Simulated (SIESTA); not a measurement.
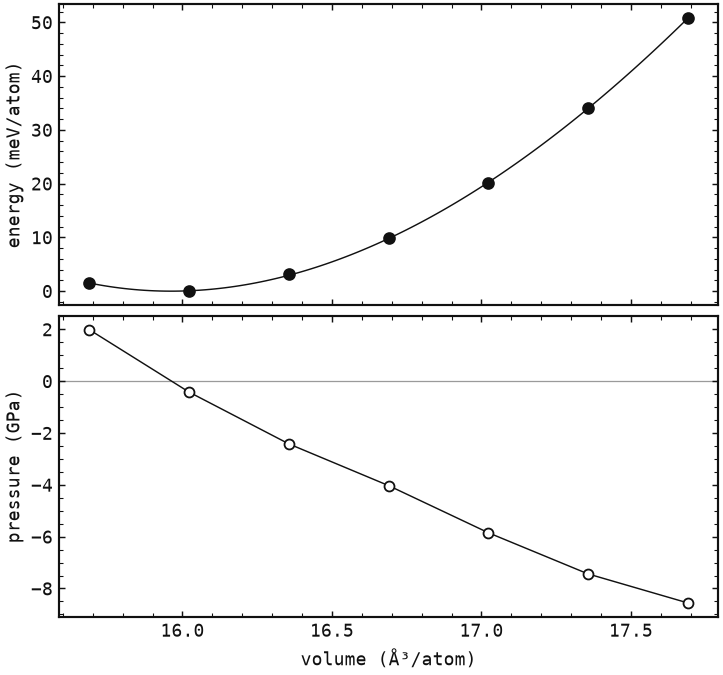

The plot gives the computed energy and pressure against volume for ZnO, space group P6_3/mmc (No. 194).

Starting cell:
```
Zn O
1.0
     3.28797    0.00000    0.00000
    -1.64398    2.84746    0.00000
     0.00000    0.00000    7.13044
Zn O
2 2
Direct
  0.00000 0.00000 0.25000
  0.00000 0.00000 0.75000
  0.66667 0.33333 0.75000
  0.33333 0.66667 0.25000
```

Calculation (SIESTA 5.4.2): DFT in numerical atomic orbitals with pseudopotentials, no spin polarisation; energies at scaled volumes of the given cell, shape and fractions fixed, counted from the fit's minimum, third-order Birch-Murnaghan fit. Level: PBEsol.

k mesh 9×9×4; occupations Fermi–Dirac; smearing width 0.05 eV; potentials PseudoDojo 0.4 standard, converted to PSML, two zetas on semicore shells; program settings basis DZP, mesh cutoff 800 Ry.

**Give the fitted equation-of-state parameters.**

A third-order Birch–Murnaghan fit gives V0 = 15.96 Å³/atom, B0 = 101 GPa and B′ = 3.3.

**What does the pressure do across the range?**

It falls from 1.99 GPa at volume 15.69 Å³/atom to −8.56 GPa at 17.69 Å³/atom, and changes sign near 15.96 Å³/atom.

Note: mulliken charges of long orbitals; short basis over semicore shells; valence orbitals made in semicore potential; shape and atomic fractions are frozen while scaling, which makes layered, chain and framework solids too stiff.
